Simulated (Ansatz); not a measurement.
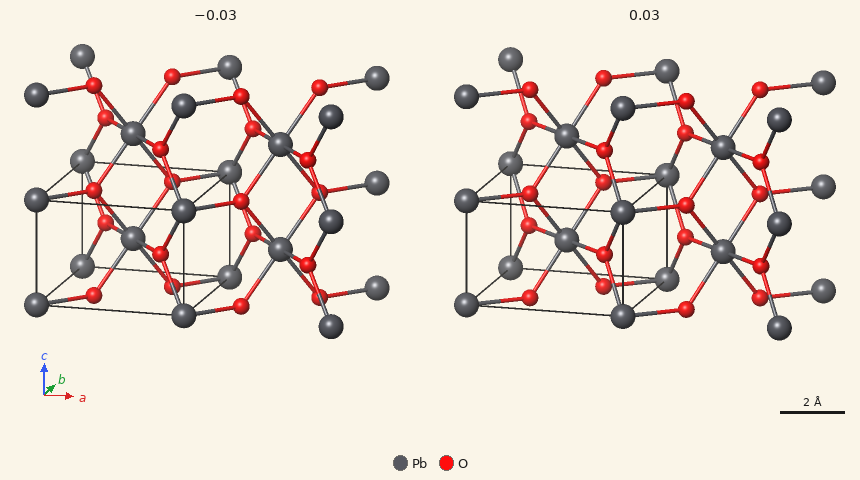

Solid PbO2 (set up in P4_2/mnm), under uniaxial strain along a (b, c and atoms relaxed), with energies (extrapolated to zero smearing) counted from the relaxed crystal, which is the row at zero. The picture shows the first and the last member. The picture is a ball-and-stick view of the cell of the calculation, repeated 2 × 1 × 2 with one cell outlined, seen slightly off an axis.

Computed with Ansatz 0.2.0: DFT PBEsol, scalar-relativistic, plane waves, PAW. Set-up: plane-wave cutoff 420 eV; k-point mesh 8 × 8 × 10; occupations gaussian; smearing width 0.1 eV; no spin polarisation; force threshold 0.008 eV/Å.

```tsv
strain	energy (meV/atom)	a (Å)	b (Å)	c (Å)
−0.03	1.29	4.847	5.095	3.418
−0.015	?	?	?	?
0.0	0.00	4.997	4.997	3.412
0.015	−0.01	5.072	4.939	3.401
0.03	1.36	5.147	4.895	3.390
```

Q: Estimate the missing row from the others, and compare with the calculation.

A: A parabola through three neighbouring rows (−0.03, 0.0, 0.015) gives, with Lagrange weights, (0.3333)(1.29) + (1.0000)(0.00) + (−0.3333)(−0.01) = 0.43 meV/atom. The calculation gives −0.08 meV/atom (a = 4.922 Å, b = 5.047 Å, c = 3.413 Å). The estimate is 0.51 meV/atom too high. The miss is large: three rows don't fix the curve here, or the series isn't smooth. From the first member to the last: O–Pb 2.169 → 2.189 Å.

The whole series:

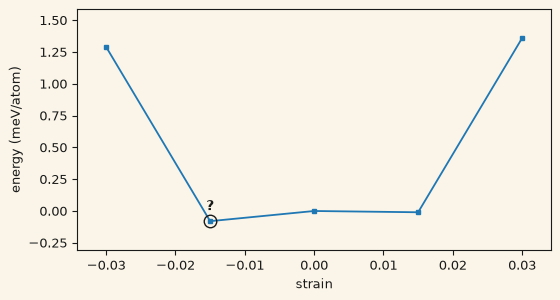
